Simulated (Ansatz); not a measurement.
GaN (interface cell)

```
CELL_PARAMETERS angstrom
3.21626 0.00000 0.00000
0.00000 4.54848 0.00000
0.00000 0.00000 12.97457
ATOMIC_POSITIONS crystal
Ga 0.00000 0.94641 0.00422
N 0.00000 0.17266 0.13413
Ga 0.50000 0.41711 0.12007
N 0.50000 0.68294 0.99330
Ga 0.00000 0.91711 0.25493
N 0.00000 0.18294 0.38170
Ga 0.50000 0.44641 0.37078
N 0.50000 0.67266 0.24087
N 0.00000 0.06706 0.49330
Ga 0.00000 0.33289 0.62007
N 0.50000 0.57734 0.63413
Ga 0.50000 0.80359 0.50422
N 0.00000 0.07734 0.74087
Ga 0.00000 0.30359 0.87078
N 0.50000 0.56706 0.88170
Ga 0.50000 0.83289 0.75493
```

Computed pressure about 2 GPa in this cell.

Computed with Ansatz, DFT PBE, scalar-relativistic, plane waves, PAW.

> What can the converged valence pseudo-density and electron localisation function tell about the bonding?

N–N (1.54 Å): the density is about 1.6 e/Å³ at the midpoint; the ELF peaks at about 0.85 between the atoms, as expected for a shared electron pair.
Ga–N (1.97 Å): ρ at the midpoint is about 0.7 e/Å³; the ELF peaks at about 0.85 in the valence shell of N, 0.7 Å from its nucleus, and is about 0.45 at the midpoint.
Ga–Ga (2.37 Å): ρ is about 0.52 e/Å³ halfway; the ELF peaks at about 0.70 between the atoms.

> Does the calculation make it a metal, or give it a gap?

It is gapped, with a Kohn–Sham gap of 0.91 eV on the k-point mesh, an upper bound to the gap of this method.

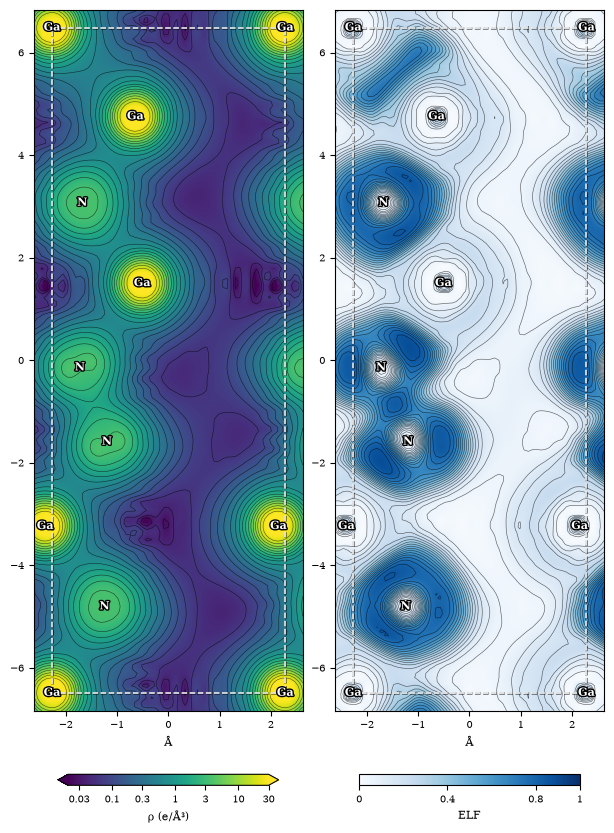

Computed valence pseudo-density and electron localisation function on the (100) plane of the calculation cell, in this order. 

The density is the valence pseudo-density of a PAW calculation; it isn't the true density close to the nuclei.
